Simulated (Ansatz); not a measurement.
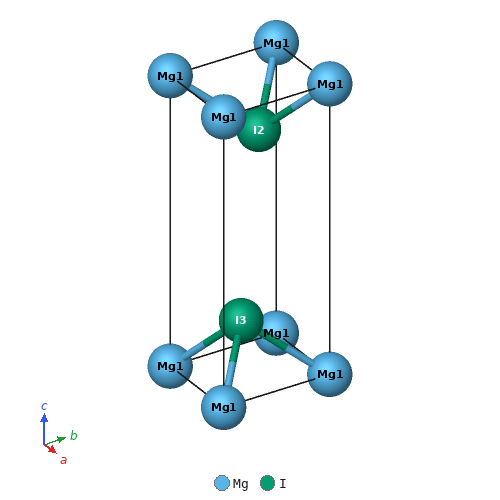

The system is MgI₂ (P-3m1, No. 164; 3 atoms in the cell); the picture shows the reference structure. 
- The energy is mapped over a free internal coordinate and the cell.
- First axis: shift of I2 along [0 0 1] of the conventional cell, Cartesian (0 0 1), its symmetry partners moved as symmetry demands (measured in the relaxed cell). Second axis: volume per atom at fixed shape.
- Nothing is relaxed (all other coordinates fixed).
- The grid has 11 × 11 points.
- Points are written as (first, second).
- Energies: meV/atom, counted from the lowest grid point.
- Computed with Ansatz 0.2.0, DFT PBE, scalar-relativistic, plane waves, PAW. Settings: cutoff 520 eV, k-mesh 6×6×4 in the order of the run's cell vectors, gaussian smearing 0.05 eV, no spin polarisation.

Its coordinates:

```xyz
3
Lattice="4.2072 0.0000 0.0000 -2.1036 3.6435 0.0000 0.0000 0.0000 7.8117" Properties=species:S:1:pos:R:3 pbc="T T T"
Mg    0.0000    0.0000    0.0000
I     0.0000    2.4290    6.1390
I     2.1036    1.2145    1.6727
```

Range: shift of I2 along [0 0 1] of the conventional cell, Cartesian (0 0 1), its symmetry partners moved as symmetry demands (measured in the relaxed cell) from −0.15 to 0.15 Å; volume per atom at fixed shape from 36.72 to 43.11 Å³.

Question: What will the energy surface look like?

Answer: The lowest grid point is at (0.00 Å, 39.92 Å³). No other kind of well shows on this grid. The highest grid point, (0.15 Å, 36.72 Å³), lies 112.4 meV/atom above the lowest. Round the minimum the valley is strongly tilted: raising the first coordinate shifts the best value of volume per atom at fixed shape upwards (coupling k₁₂/√(k₁₁k₂₂) about −0.7). The gap on the k-mesh is 3.6 eV at the lowest point and runs from 3.0 to 3.8 eV over the map.

```csv
"second ↓, first →",−0.15,−0.12,−0.09,−0.06,−0.03,0.00,0.03,0.06,0.09,0.12,0.15
43.11,79.8,62.9,48.1,35.4,24.9,16.8,11.1,8.1,7.8,10.3,15.8
42.47,68.6,52.7,38.9,27.2,17.9,11.0,6.6,5.0,6.1,10.1,17.3
41.83,58.3,43.4,30.6,20.1,12.0,6.3,3.3,3.1,5.7,11.3,20.1
41.19,48.8,35.0,23.3,14.0,7.2,2.9,1.3,2.5,6.7,14.0,24.6
40.55,40.4,27.6,17.2,9.1,3.6,0.7,0.6,3.4,9.3,18.3,30.7
39.92,33.0,21.5,12.3,5.5,1.4,0.0,1.5,5.9,13.5,24.4,38.7
39.28,26.8,16.5,8.7,3.3,0.7,0.8,3.9,10.1,19.6,32.4,48.7
38.64,22.0,13.0,6.5,2.7,1.6,3.3,8.2,16.2,27.6,42.4,60.9
38.00,18.6,11.0,6.0,3.6,4.2,7.7,14.4,24.3,37.7,54.7,75.5
37.36,16.8,10.6,7.1,6.5,8.7,14.1,22.7,34.7,50.2,69.4,92.5
36.72,16.7,12.1,10.3,11.3,15.4,22.7,33.3,47.4,65.2,86.8,112.4
```

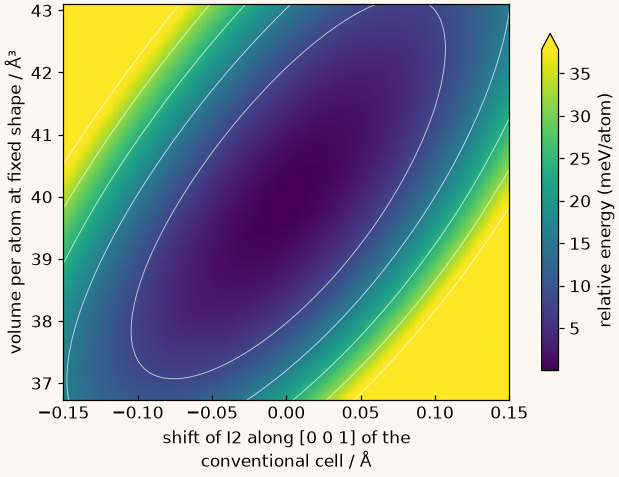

The picture shows a smooth colour map with a few white contour lines, one colour for all values above the top of the scale. Between grid points the surface is interpolated.

The whole map (121 points run) took 3.5 min on 1 thread of AMD EPYC 9R45 96-Core Processor (Zen 5), with other jobs on the host.
